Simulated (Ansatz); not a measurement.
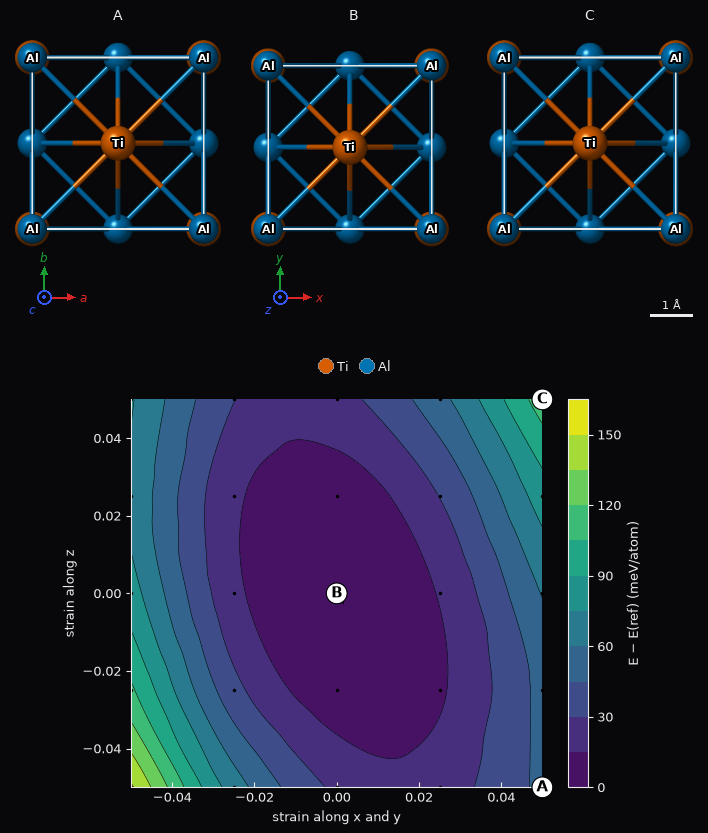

A scan of crystalline Ti3Al5 (P4/mmm): the cell is strained equally along x and y and separately along z, with the atoms kept at their fractional coordinates. x, y and z are the Cartesian axes of the input. The map is interpolated between the computed points (dots). The lettered frames are marked on it. The picture is a ball-and-stick view of the cell of the calculation, seen along the c axis.

Method: DFT r2SCAN, scalar-relativistic, plane waves, PAW (Ansatz 0.2.0). (plane-wave cutoff 500 eV; k-point mesh 10 × 10 × 6; occupations gaussian; smearing width 0.15 eV; no spin polarisation). Energies (free energies at the smearing named) are counted from the relaxed crystal.

### What does the map show?

In pairs of (strain along x and y; strain along z): the lowest computed point lies at (0.000, 0.000) (0.0 meV/atom), the highest at (−0.050, −0.050) (152.3 meV/atom). The valley is tilted: raising the in-plane strain is made harder by raising the strain along z (cross term 0.39 of the geometric mean of the two curvatures). Over the ranges scanned the energy rises more along the first axis, the in-plane strain. The pressure runs from −12.9 GPa at (0.050, 0.050) to 24.5 GPa at (−0.050, −0.050). The frames lie at A (0.050, −0.050): 48.3 meV/atom, B (0.000, 0.000): 0.0 meV/atom, C (0.050, 0.050): 113.1 meV/atom.

The computed points:

Rows: strain along x and y; columns: strain along z; values in meV/atom.

```
        −0.050  −0.025  0.000  0.025  0.050
−0.050   152.3   107.8   81.6   71.9   76.4
−0.025    67.9    35.4   19.3   18.2   30.4
 0.000    27.2     6.6    0.0    6.8   25.6
 0.025    22.8    13.3   16.1   30.3   55.3
 0.050    48.3    49.3   60.9   82.4  113.1
```
